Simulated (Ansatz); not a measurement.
# A defect in a wire: Rh wire along [110], 4 atoms a period, O placed on top of one Rh, part 3 of 5

Wanted: the relaxed defect and the transmission past it, beside the channels of the perfect wire.

Ansatz 0.2.0; DFT PBE, plane waves, PAW; relaxation of a wire's period (the session's first sound run).

So far, conductance of the lead as this run defines it (G₀): step 3 (the perfect wire) 6.44.

### 4. Relaxation of the scattering region

This step: DFT PBE, plane waves, PAW; relaxation of a junction in a wire, ends held (Ansatz 0.2.0).

System of this step: Rh wire along [110], 4 atoms a period, O placed on top of one Rh. The cell holds 37 atoms: 36 Rh and 1 O. Its edges and angles: a = 8.715 Å, b = 10.862 Å, c = 22.633 Å, α = 90.0°, β = 90.0°, γ = 90.0°. Regions: held atoms, 24 atoms (24 Rh); free atoms, 13 atoms (12 Rh and 1 O). Vacuum lies along a and b. The structure's axis is c.

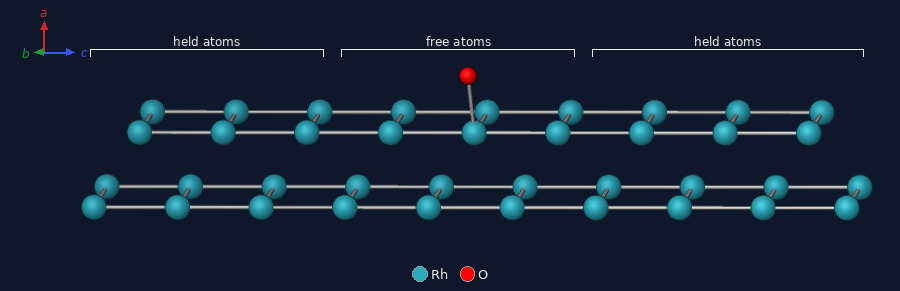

The cell of this step (rhodium blue, oxygen red). Some periodic images of atoms are drawn too.

13 atoms at the defect are free to relax, while 24 stay where the perfect wire has them, so that the ends still repeat as a lead. The cutoff is set under the files' recommended one to save time.

File input.yaml:

```yaml
crystal:
  lattice:
    - [8.715, 0.0, 0.0]
    - [0.0, 10.862, 0.0]
    - [0.0, 0.0, 22.6331580803]
  atoms:
    - { symbol: Rh, position: [0.407171458, 0.421838938, 0.0], spin: 0.37 }
    - { symbol: Rh, position: [0.661323502, 0.356016296, 0.055555556], spin: 0.38 }
    - { symbol: Rh, position: [0.592828542, 0.578191301, 0.055555556], spin: 0.37 }
    - { symbol: Rh, position: [0.338676498, 0.644013943, 0.0], spin: 0.38 }
    - { symbol: Rh, position: [0.407171458, 0.421838938, 0.111111111], spin: 0.37 }
    - { symbol: Rh, position: [0.661323502, 0.356016296, 0.166666667], spin: 0.38 }
    - { symbol: Rh, position: [0.592828542, 0.578191301, 0.166666667], spin: 0.37 }
    - { symbol: Rh, position: [0.338676498, 0.644013943, 0.111111111], spin: 0.38 }
    - { symbol: Rh, position: [0.407171458, 0.421838938, 0.222222222], spin: 0.37 }
    - { symbol: Rh, position: [0.661323502, 0.356016296, 0.277777778], spin: 0.38 }
    - { symbol: Rh, position: [0.592828542, 0.578191301, 0.277777778], spin: 0.37 }
    - { symbol: Rh, position: [0.338676498, 0.644013943, 0.222222222], spin: 0.38 }
    - { symbol: Rh, position: [0.407171458, 0.421838938, 0.333333333], spin: 0.37 }
    - { symbol: Rh, position: [0.661323502, 0.356016296, 0.388888889], spin: 0.38 }
    - { symbol: Rh, position: [0.592828542, 0.578191301, 0.388888889], spin: 0.37 }
    - { symbol: Rh, position: [0.338676498, 0.644013943, 0.333333333], spin: 0.38 }
    - { symbol: Rh, position: [0.407171458, 0.421838938, 0.444444444], spin: 0.37 }
    - { symbol: Rh, position: [0.661323502, 0.356016296, 0.5], spin: 0.38 }
    - { symbol: Rh, position: [0.592828542, 0.578191301, 0.5], spin: 0.37 }
    - { symbol: Rh, position: [0.338676498, 0.644013943, 0.444444444], spin: 0.38 }
    - { symbol: Rh, position: [0.407171458, 0.421838938, 0.555555556], spin: 0.37 }
    - { symbol: Rh, position: [0.661323502, 0.356016296, 0.611111111], spin: 0.38 }
    - { symbol: Rh, position: [0.592828542, 0.578191301, 0.611111111], spin: 0.37 }
    - { symbol: Rh, position: [0.338676498, 0.644013943, 0.555555556], spin: 0.38 }
    - { symbol: Rh, position: [0.407171458, 0.421838938, 0.666666667], spin: 0.37 }
    - { symbol: Rh, position: [0.661323502, 0.356016296, 0.722222222], spin: 0.38 }
    - { symbol: Rh, position: [0.592828542, 0.578191301, 0.722222222], spin: 0.37 }
    - { symbol: Rh, position: [0.338676498, 0.644013943, 0.666666667], spin: 0.38 }
    - { symbol: Rh, position: [0.407171458, 0.421838938, 0.777777778], spin: 0.37 }
    - { symbol: Rh, position: [0.661323502, 0.356016296, 0.833333333], spin: 0.38 }
    - { symbol: Rh, position: [0.592828542, 0.578191301, 0.833333333], spin: 0.37 }
    - { symbol: Rh, position: [0.338676498, 0.644013943, 0.777777778], spin: 0.38 }
    - { symbol: Rh, position: [0.407171458, 0.421838938, 0.888888889], spin: 0.37 }
    - { symbol: Rh, position: [0.661323502, 0.356016296, 0.944444444], spin: 0.38 }
    - { symbol: Rh, position: [0.592828542, 0.578191301, 0.944444444], spin: 0.37 }
    - { symbol: Rh, position: [0.338676498, 0.644013943, 0.888888889], spin: 0.38 }
    - { symbol: O, position: [0.787685177, 0.688767873, 0.5], spin: 0.4 }
magnetization:
  spin_polarized: true
kpoints:
  mp_grid: { grid: [1, 1, 2] }
scf:
  occupations: { method: fermi_dirac, width: 0.1 }
hamiltonian:
  xc: pbe
relax:
  constraints:
    - { sites: [0, 1, 2, 3, 4, 5, 6, 7, 8, 9, 10, 11, 24, 25, 26, 27, 28, 29, 30, 31, 32, 33, 34, 35] }
  f_tol: 0.06
  max_steps: 35
basis:
  ecutwfc: "350 eV"
```

Launch:

```bash
$ ansatz run input.yaml --threads 4 --pin off --max-ram 16384MiB --backend cpu --events-out ev --progress --plain --runs-dir out
```

Numbers of over 12 decimals in the logs are rounded to 6 here.

The log of the run:

```text
[...]
Warning: crystal.symmetry: narrowed to the stabiliser of the relax constraints — unitary ops 2 → 1; lowered at sites 12, 15, 24, 27 (the operations that carried what is held of a site onto what its image site leaves free; the constrained walk keeps no symmetry that its constraints do not admit)
[...]
Crystal: 37 atoms, lattice volume = 2142.507 Å³
Basis set: ecut = 350 eV, 31903 PW (Γ), exchange–correlation on 108×144×288 points (8 copies of the dense FFT grid, shifted against one another)
Bands: 380, of which v1, the nominal top of the filled ones, is band 309 counted from 1 (308 counted from 0)
Symmetry: 1 space group operations
k-points: 2
[...]
Starting moments: Σ|m| = 13.9 μB on 37 of 37 sites
[...]
SCF iter   1: F=—  HF=-231025.718470 eV  |F-HF|=—  |Δ(HF+E_count)|=         —  Δρ=2.13e-2 (↑2.13e-2 ↓2.13e-2)  dr2=5.65e1  dr2_m=3.91e-1  M=13.143 μB ∫|m|=13.180 μB  β_m=0.30  ethr=3.10e-3  ⟨swp⟩=7.0  Hψ=5992  notcnv=0  defer=32
[...]
SCF iter  11: F=-231008.027543 eV  HF=-231008.027567 eV  |F-HF|=2.35e-5  |Δ(HF+E_count)|=   3.94e-5  Δρ=2.15e-5 (↑1.49e-5 ↓2.15e-5)  dr2=2.91e-5  dr2_m=2.14e-6  M=16.693 μB ∫|m|=17.084 μB  ethr=1.46e-8  ⟨swp⟩=3.0  Hψ=4733  notcnv=0
SCF 1 converged in 11 iterations: F = -231008.027543 eV  dr2 = 2.91e-5
[...]
relax step   1: F+E_penalty+E_count = -231008.02754340 eV  Δ(F+E_penalty+E_count) = +0.000e0 eV  max|allowed force component| = 3.391e0 eV/Å  Δτ_max = 0.0000 Å  (11 SCF iters, dr2 threshold 9.00e-5 eV, accepted)
[...]
SCF iter   6: F=-231008.849248 eV  HF=-231008.849280 eV  |F-HF|=3.17e-5  |Δ(HF+E_count)|=   9.17e-6  Δρ=2.66e-5 (↑2.02e-5 ↓2.66e-5)  dr2=4.06e-5  dr2_m=7.64e-6  M=15.954 μB ∫|m|=16.329 μB  ethr=1.62e-8  ⟨swp⟩=2.0  Hψ=5045  notcnv=0
SCF 2 converged in 6 iterations: F = -231008.849248 eV  dr2 = 4.06e-5
relax step   2: F+E_penalty+E_count = -231008.84924826 eV  Δ(F+E_penalty+E_count) = -8.217e-1 eV  max|allowed force component| = 1.806e0 eV/Å  Δτ_max = 0.1968 Å  (6 SCF iters, dr2 threshold 1.00e-4 eV, accepted)
SCF iter   1: F=—  HF=-231008.995753 eV  |F-HF|=—  |Δ(HF+E_count)|=         —  Δρ=5.37e-3 (↑5.03e-3 ↓5.37e-3)  dr2=6.78e-1  dr2_m=1.69e-1  M=15.323 μB ∫|m|=15.701 μB  β_m=0.30  ethr=2.18e-3  ⟨swp⟩=4.0  Hψ=4363  notcnv=0  defer=44
[...]
SCF iter   7: F=-231009.014920 eV  HF=-231009.014971 eV  |F-HF|=5.17e-5  |Δ(HF+E_count)|=   8.16e-6  Δρ=2.23e-5 (↑1.66e-5 ↓2.23e-5)  dr2=5.77e-5  dr2_m=4.19e-6  M=15.516 μB ∫|m|=15.872 μB  ethr=1.62e-8  ⟨swp⟩=2.8  Hψ=5242  notcnv=0
SCF 3 converged in 7 iterations: F = -231009.014920 eV  dr2 = 5.77e-5
relax step   3: F+E_penalty+E_count = -231009.01491953 eV  Δ(F+E_penalty+E_count) = -1.657e-1 eV  max|allowed force component| = 1.295e0 eV/Å  Δτ_max = 0.2000 Å  (7 SCF iters, dr2 threshold 1.00e-4 eV, accepted)
[... from here on, the SCF cycles and remarks between the steps are left out ...]
relax step   4: F+E_penalty+E_count = -231009.12594921 eV  Δ(F+E_penalty+E_count) = -1.110e-1 eV  max|allowed force component| = 1.278e0 eV/Å  Δτ_max = 0.1903 Å  (8 SCF iters, dr2 threshold 1.00e-4 eV, accepted)
relax step   5: F+E_penalty+E_count = -231009.30808390 eV  Δ(F+E_penalty+E_count) = -1.821e-1 eV  max|allowed force component| = 3.870e-1 eV/Å  Δτ_max = 0.1950 Å  (8 SCF iters, dr2 threshold 1.00e-4 eV, accepted)
relax step   6: F+E_penalty+E_count = -231009.48875882 eV  Δ(F+E_penalty+E_count) = -1.807e-1 eV  max|allowed force component| = 4.665e-1 eV/Å  Δτ_max = 0.1932 Å  (9 SCF iters, dr2 threshold 1.37e-5 eV, accepted)
relax step   7: F+E_penalty+E_count = -231009.61508196 eV  Δ(F+E_penalty+E_count) = -1.263e-1 eV  max|allowed force component| = 3.194e-1 eV/Å  Δτ_max = 0.1956 Å  (10 SCF iters, dr2 threshold 2.00e-5 eV, accepted)
relax step   8: F+E_penalty+E_count = -231009.69358862 eV  Δ(F+E_penalty+E_count) = -7.851e-2 eV  max|allowed force component| = 2.052e-1 eV/Å  Δτ_max = 0.1953 Å  (8 SCF iters, dr2 threshold 4.78e-5 eV, accepted)
relax step   9: F+E_penalty+E_count = -231009.75997373 eV  Δ(F+E_penalty+E_count) = -6.639e-2 eV  max|allowed force component| = 1.817e-1 eV/Å  Δτ_max = 0.1907 Å  (8 SCF iters, dr2 threshold 1.74e-5 eV, accepted)
relax step  10: F+E_penalty+E_count = -231009.81668990 eV  Δ(F+E_penalty+E_count) = -5.672e-2 eV  max|allowed force component| = 1.879e-1 eV/Å  Δτ_max = 0.2000 Å  (8 SCF iters, dr2 threshold 1.36e-5 eV, accepted)
relax step  11: F+E_penalty+E_count = -231009.85542376 eV  Δ(F+E_penalty+E_count) = -3.873e-2 eV  max|allowed force component| = 3.279e-1 eV/Å  Δτ_max = 0.1942 Å  (8 SCF iters, dr2 threshold 2.77e-5 eV, accepted)
relax step  12: F+E_penalty+E_count = -231009.89316588 eV  Δ(F+E_penalty+E_count) = -3.774e-2 eV  max|allowed force component| = 2.374e-1 eV/Å  Δτ_max = 0.2000 Å  (6 SCF iters, dr2 threshold 1.00e-4 eV, accepted)
relax step  13: F+E_penalty+E_count = -231009.91818006 eV  Δ(F+E_penalty+E_count) = -2.501e-2 eV  max|allowed force component| = 1.407e-1 eV/Å  Δτ_max = 0.2000 Å  (8 SCF iters, dr2 threshold 2.95e-5 eV, accepted)
relax step  14: F+E_penalty+E_count = -231009.92669154 eV  Δ(F+E_penalty+E_count) = -8.511e-3 eV  max|allowed force component| = 3.198e-1 eV/Å  Δτ_max = 0.1900 Å  (8 SCF iters, dr2 threshold 6.95e-6 eV, accepted)
relax step  15: F+E_penalty+E_count = -231009.92975382 eV  Δ(F+E_penalty+E_count) = -3.062e-3 eV  max|allowed force component| = 5.533e-2 eV/Å  Δτ_max = 0.1080 Å  (6 SCF iters, dr2 threshold 3.59e-5 eV, accepted)
[...]
SCF iter   7: F=-231009.929766 eV  HF=-231009.929766 eV  |F-HF|=2.53e-8  |Δ(HF+E_count)|=   1.81e-8  Δρ=5.63e-7 (↑5.63e-7 ↓5.52e-7)  dr2=3.13e-8  dr2_m=2.09e-9  M=15.084 μB ∫|m|=15.480 μB  ethr=1.09e-11  ⟨swp⟩=1.8  Hψ=4466  notcnv=0
SCF 16 converged in 7 iterations: F = -231009.929766 eV  dr2 = 3.13e-8
relax step  16: F+E_penalty+E_count = -231009.92976630 eV  Δ(F+E_penalty+E_count) = -1.248e-5 eV  max|allowed force component| = 5.546e-2 eV/Å  Δτ_max = 0.0000 Å  (7 SCF iters, accepted)
SCF converged after 7 iterations
Magnetization: 15.0845 μB (316.5422 up, 301.4578 down)
Absolute magnetization: 15.4760 μB (∫|ρ↑−ρ↓|, with the PAW one-centre terms)
[...]
Per-site moments (μB) at R_I (Å): [(0.356163, 1.025473), (0.369849, 1.025473), (0.371366, 1.025473), (0.397562, 1.025473), (0.325350, 1.025473), (0.333012, 1.025473), (0.300906, 1.025473), (0.376598, 1.025473), (0.338710, 1.025473), (0.480489, 1.025473), (0.439725, 1.025473), (0.357111, 1.025473), (0.457956, 1.022787), (0.652802, 1.040498), (0.553664, 1.040498), (0.289020, 1.022787), (0.340276, 1.013131), (0.281811,  [...]
Free energy (F): -231009.929766 eV
[...]
Internal energy: -231007.175188 eV  (E = F + TS)
E sigma→0 (E₀):  -231008.552477 eV
Entropy (-TS):   -2.754579 eV (-74.448 meV/atom)
Fermi energy:    1.619655 eV
[...]
--- Forces (eV/Å), atoms counted from 1 ---
  atom   1  Rh    -0.03421161    -0.05292914     0.00739264
  atom   2  Rh     0.02746014    -0.02598922    -0.00597653
  atom   3  Rh     0.01975912     0.03333497     0.01896774
  atom   4  Rh    -0.01628624     0.04189766     0.00221873
  atom   5  Rh     0.01776185    -0.01056778     0.05426532
  atom   6  Rh    -0.03967729    -0.04300265     0.08255146
  atom   7  Rh    -0.04700662     0.01972446     0.05492925
  atom   8  Rh    -0.01930892     0.04155376    -0.01642011
  atom   9  Rh     0.06244376    -0.03424444     0.12893920
  atom  10  Rh    -0.09301672     0.15552004     0.21766944
  atom  11  Rh     0.02697048    -0.05635244     0.48968177
  atom  12  Rh     0.02223240    -0.04980148     0.09605225
  atom  13  Rh     0.03579702    -0.02645936    -0.05434284
  atom  14  Rh     0.02139597    -0.05546089    -0.02488648
  atom  15  Rh     0.02964582     0.00456068    -0.01135919
  atom  16  Rh    -0.01942250     0.00376888    -0.02304079
  atom  17  Rh    -0.02620079    -0.00272816    -0.04879702
  atom  18  Rh     0.00022718     0.04047784    -0.00268765
  atom  19  Rh    -0.01545715    -0.01870841     0.01577707
  atom  20  Rh     0.00815119     0.02931608     0.03308801
  atom  21  Rh    -0.03459801    -0.00222188     0.01891713
  atom  22  Rh     0.02653159    -0.04917700     0.00932756
  atom  23  Rh     0.01657996     0.02468916     0.00938317
  atom  24  Rh     0.01292520     0.03032440    -0.00753593
  atom  25  Rh    -0.01012202     0.02869811    -0.12637416
  atom  26  Rh    -0.05758216     0.15480855    -0.18440335
  atom  27  Rh     0.00411222    -0.04371615    -0.49119272
  atom  28  Rh     0.07625403    -0.07012364    -0.00075662
  atom  29  Rh     0.04316919    -0.03661622    -0.00537476
  atom  30  Rh    -0.03115030    -0.04637992    -0.07124999
  atom  31  Rh    -0.04815280     0.02453242    -0.05341973
  atom  32  Rh     0.01100755    -0.03199503    -0.05927035
  atom  33  Rh     0.01487555    -0.01602721    -0.05506293
  atom  34  Rh     0.02720834    -0.02617436     0.00718491
  atom  35  Rh     0.02233108     0.03630382    -0.01416779
  atom  36  Rh    -0.02055308     0.03799029     0.01223417
  atom  37  O     -0.01423586    -0.00880513    -0.00227254
  max |Σ_I F_I| component: 1.42e-4 eV/Å
--- Relaxed structure (16 steps of the walk, 16 accepted, 0 SCFs on fresh bases) ---
  F+E_penalty+E_count = -231009.92976630 eV   max|allowed force component| = 5.546e-2 eV/Å
  atoms:
    - { symbol: Rh, position: [0.407171458, 0.421838938, 0.0] }
    - { symbol: Rh, position: [0.661323502, 0.356016, 0.055555556] }
    - { symbol: Rh, position: [0.592828542, 0.578191301, 0.055555556] }
    - { symbol: Rh, position: [0.338676498, 0.644013943, 0.0] }
    - { symbol: Rh, position: [0.407171458, 0.421838938, 0.111111111] }
    - { symbol: Rh, position: [0.661323502, 0.356016, 0.166666667] }
    - { symbol: Rh, position: [0.592828542, 0.578191301, 0.166666667] }
    - { symbol: Rh, position: [0.338676498, 0.644013943, 0.111111111] }
    - { symbol: Rh, position: [0.407171458, 0.421838938, 0.222222222] }
    - { symbol: Rh, position: [0.661323502, 0.356016, 0.277777778] }
    - { symbol: Rh, position: [0.592828542, 0.578191301, 0.277777778] }
    - { symbol: Rh, position: [0.338676498, 0.644013943, 0.222222222] }
    - { symbol: Rh, position: [0.407877, 0.422350, 0.334576] }
    - { symbol: Rh, position: [0.647806, 0.350274, 0.391344] }
    - { symbol: Rh, position: [0.586232, 0.577109, 0.394117] }
    - { symbol: Rh, position: [0.342226, 0.644455, 0.333762] }
    - { symbol: Rh, position: [0.392811, 0.416695, 0.446199] }
    - { symbol: Rh, position: [0.642015, 0.469970, 0.500469] }
    - { symbol: Rh, position: [0.559675, 0.691941, 0.500232] }
    - { symbol: Rh, position: [0.319413, 0.635426, 0.444414] }
    - { symbol: Rh, position: [0.391854, 0.416993, 0.554715] }
    - { symbol: Rh, position: [0.646381, 0.349820, 0.609042] }
    - { symbol: Rh, position: [0.584682, 0.576921, 0.606519] }
    - { symbol: Rh, position: [0.318515, 0.635688, 0.555830] }
    - { symbol: Rh, position: [0.407171458, 0.421838938, 0.666666667] }
    - { symbol: Rh, position: [0.661323502, 0.356016, 0.722222] }
    - { symbol: Rh, position: [0.592828542, 0.578191301, 0.722222] }
    - { symbol: Rh, position: [0.338676498, 0.644013943, 0.666666667] }
    - { symbol: Rh, position: [0.407171458, 0.421838938, 0.777777778] }
    - { symbol: Rh, position: [0.661323502, 0.356016, 0.833333333] }
    - { symbol: Rh, position: [0.592828542, 0.578191301, 0.833333333] }
    - { symbol: Rh, position: [0.338676498, 0.644013943, 0.777777778] }
    - { symbol: Rh, position: [0.407171458, 0.421838938, 0.888888889] }
    - { symbol: Rh, position: [0.661323502, 0.356016, 0.944444444] }
    - { symbol: Rh, position: [0.592828542, 0.578191301, 0.944444444] }
    - { symbol: Rh, position: [0.338676498, 0.644013943, 0.888888889] }
    - { symbol: O, position: [0.653116, 0.830763, 0.500442] }
```

It took 17 min on 4 threads of Arm Neoverse V2, shared host; peak memory 7.9 GiB.

Step by step:

| step | energy less that of the first step (eV) | largest force component (eV/Å) |
| --- | --- | --- |
| 1 | 0.0000 | 3.3906 |
| 2 | -0.8217 | 1.8061 |
| 3 | -0.9874 | 1.2952 |
| 4 | -1.0984 | 1.2775 |
| 5 | -1.2805 | 0.3870 |
| 6 | -1.4612 | 0.4665 |
| 7 | -1.5875 | 0.3194 |
| 8 | -1.6660 | 0.2052 |
| 9 | -1.7324 | 0.1817 |
| 10 | -1.7891 | 0.1879 |
| 11 | -1.8279 | 0.3279 |
| 12 | -1.8656 | 0.2374 |
| 13 | -1.8906 | 0.1407 |
| 14 | -1.8991 | 0.3198 |
| 15 | -1.9022 | 0.0553 |
| 16 | -1.9022 | 0.0555 |

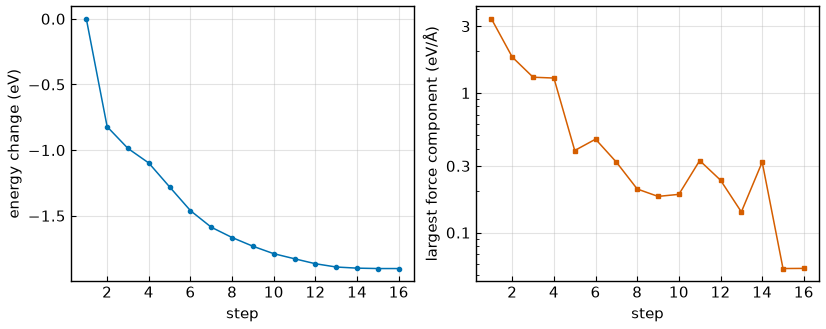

Energy and largest force along the relaxation.

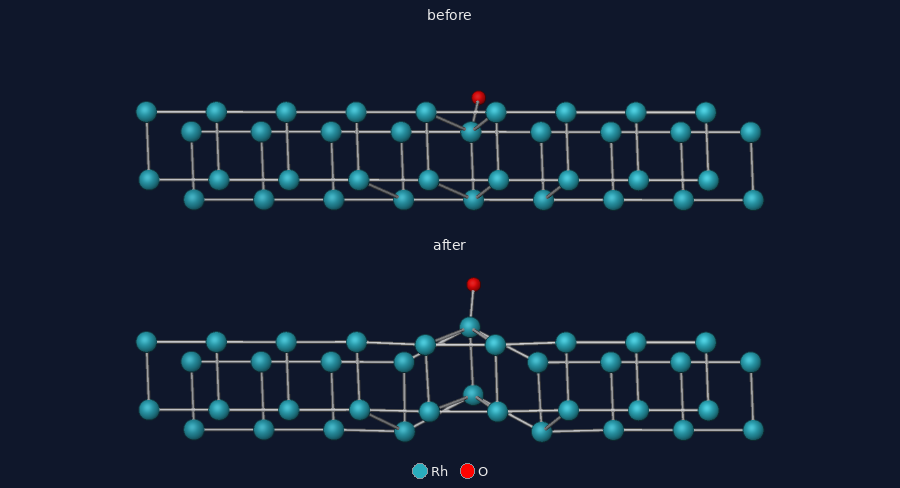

The structure before and after the relaxation, drawn at the same scale.

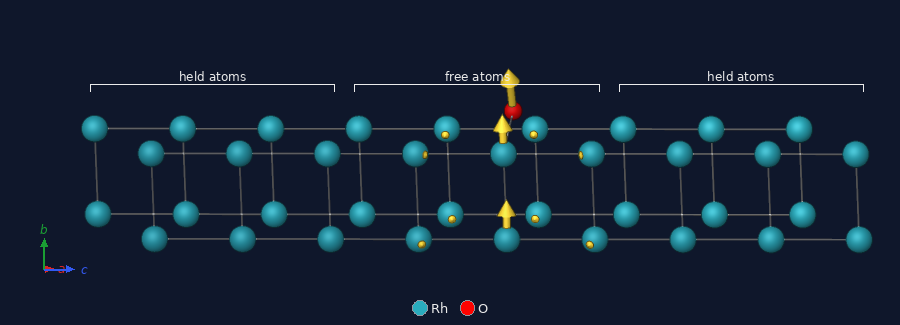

Displacements in the relaxation, scaled; the longest in the cell stands for 1.94 Å.

The atoms that moved most (Å):

| atom | dx | dy | dz | length |
| --- | --- | --- | --- | --- |
| O37 | -1.173 | 1.542 | 0.010 | 1.938 |
| Rh19 | -0.289 | 1.236 | 0.005 | 1.269 |
| Rh18 | -0.168 | 1.238 | 0.011 | 1.249 |
| Rh24 | -0.176 | -0.090 | 0.006 | 0.198 |
| Rh20 | -0.168 | -0.093 | -0.001 | 0.192 |
| Rh22 | -0.130 | -0.067 | -0.047 | 0.154 |
| Rh21 | -0.133 | -0.053 | -0.019 | 0.145 |
| Rh14 | -0.118 | -0.062 | 0.056 | 0.144 |

This step gave:

```
energy at zero smearing : -231008.5525 eV
total moment            : 15.08 μB
absolute moment         : 15.48 μB
```

Site moment by element, in μB:

| element | atoms | mean | spread (r.m.s.) | least | largest |
| --- | --- | --- | --- | --- | --- |
| Rh | 36 | 0.370 | 0.115 | 0.066 | 0.653 |
| O | 1 | 0.017 | 0.000 | 0.017 | 0.017 |

The atoms farthest from the mean of their element:

| atom | x, y, z (Å) | site moment (μB) |
| --- | --- | --- |
| Rh19 | 4.88, 7.52, 11.32 | 0.066 |
| Rh14 | 5.65, 3.80, 8.86 | 0.653 |
| Rh22 | 5.63, 3.80, 13.78 | 0.635 |
| Rh24 | 2.78, 6.90, 12.58 | 0.169 |
| Rh20 | 2.78, 6.90, 10.06 | 0.171 |
| Rh15 | 5.11, 6.27, 8.92 | 0.554 |
| Rh23 | 5.10, 6.27, 13.73 | 0.539 |
| Rh10 | 5.76, 3.87, 6.29 | 0.480 |

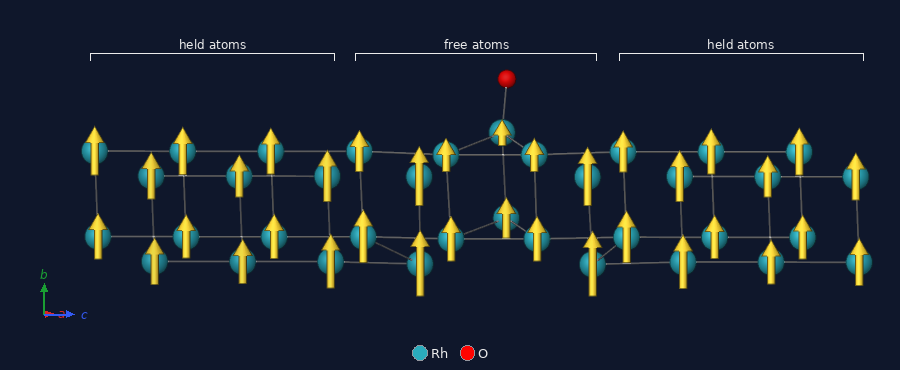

Site moment as arrows, the longest 0.653 μB. Up and down stand for the sign. Arrows give size and sign along the axis of quantisation, drawn up and down the page. Each arrow also spans its atom, so small moments look longer than they are.

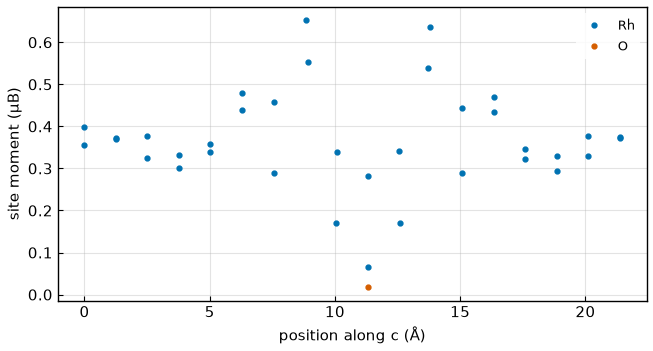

Site moment along the cell.

The largest force component on a free atom ends at 0.055 eV/Å, under the limit of 0.06. O ends nearest to Rh at 1.71 Å. 2 atoms of the wire itself, hydrogen apart, moved by over 0.45 Å, up to 1.27 Å.

[end of part 3 of 5]

[Logs are printed without paths, hosts, clocks, repeated set-up lines and the standing remarks that a program may print on its own settings, such as how far it seeks lower states.]

[Hosts, paths, dates, database ids (printed as entryN), source tags and the programs' standing remarks are cut or masked in the printed files.]
